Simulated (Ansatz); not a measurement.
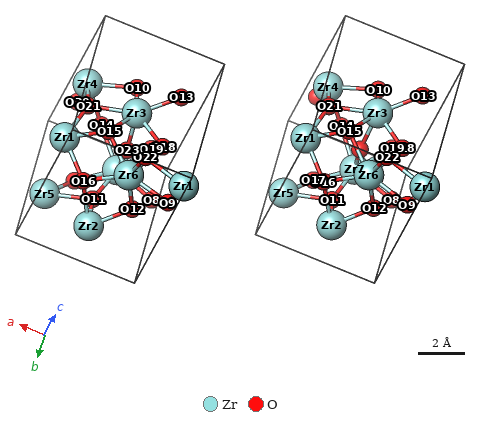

Two geometries of a defect cell of composition Zr$_{7}$O$_{16}$ (cell charge −4), drawn at one scale. One is the start of a relaxation, the other its converged end. The picture is a ball-and-stick view of the cell of the calculation (origin shifted), seen from a free direction.

Computed with Ansatz, DFT PBEsol, scalar-relativistic, plane waves, PAW. (plane-wave cutoff 420 eV; k-point mesh 2 × 2 × 2; occupations gaussian; smearing width 0.02 eV; mesh shifted by (0.5, 0.5, 0.5); collinear spin; atoms relaxed in a fixed cell; force threshold 0.03 eV/Å; at most 40 steps)

Q: Which geometry has the lower energy?

A: The left one is the relaxed one. The energy falls by 1.480 eV per cell of the calculation in 4 geometry steps. The largest force component goes from 2.8 to 0.03 eV/Å. The atom that moves furthest is O23 (0.31 Å along [−3 −2 −1]). Largest moves by element: O 0.31 Å, Zr 0.15 Å. The cell stays as it was. Near-neighbour distances that change, for instance: Zr7–O13 2.288 → 2.551 Å, Zr4–Zr7 3.608 → 3.418 Å, Zr2–Zr5 3.475 → 3.652 Å, Zr2–O20 2.224 → 2.077 Å. Bond angles that change, for instance: Zr4–O13–Zr7 105.7° → 90.9°, Zr1–O13–Zr3 136.5° → 145.0°, Zr5–O19–Zr7 136.8° → 129.0°. The program noted that the starting moments weren't kept. The run took 38 s on 8 threads of Arm Neoverse V1, with other jobs on the host, peak memory 1.4 GiB.

Limits of the set-up: the periodic images lie only 6.7 Å apart, so the values are limited by the cell's size; the cell is charged, on a uniform background, and energies carry no finite-size correction.
